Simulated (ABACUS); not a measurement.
# Run report: SnTe, band-structure run (part 3 of 3)

Continued. System: SnTe (2 atoms in the cell). Method: Kohn-Sham DFT of a periodic cell, PBE, spin-orbit coupling, PseudoDojo NC FR 0.4 PBE standard, no spin polarisation (ABACUS 3.10.1); cutoff 1360.57 eV, 4×4×4 k-mesh, fermi-dirac of 0.05 eV. The structure derives from an entry of the Crystallography Open Database. It belongs to a series of runs on one base structure; here: spin_orbit = on.

Geometry of the input (Å; fractional positions):
```
-3.1509  0.0000  3.1509
0.0000  3.1509  3.1509
-3.1509  3.1509  0.0000
Te 0.5000  0.5000  0.5000
Sn 0.0000  0.0000  0.0000
```

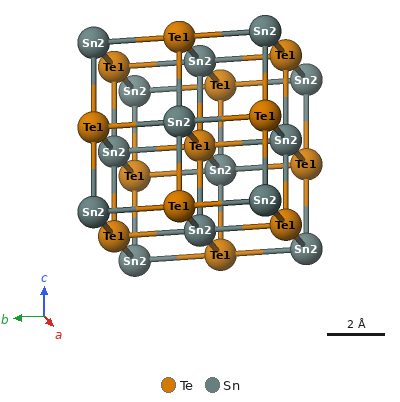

**Figure 1.** The structure (ball-and-stick view of the cell 4 times as large as that of the calculation, set on its symmetry axes, seen at an oblique angle; atoms are numbered from 1 in the order of the input).

Results in brief

```csv
quantity,value
outcome,converged
space group (tolerance 0.01 Å),Fm-3m (225)
electrons treated,30
free energy,−4995.7655 eV
Fermi energy of the self-consistent step,10.065 eV
gap on the k-point mesh,0.24 eV
pressure,2.41 GPa
largest force (length of the vector),under 0.001 eV/Å
wall time,25 s (CPU time 1.7 min)
peak memory,0.68 GiB
```

Remarks

Points of doubt noted for this run: home made orbitals.
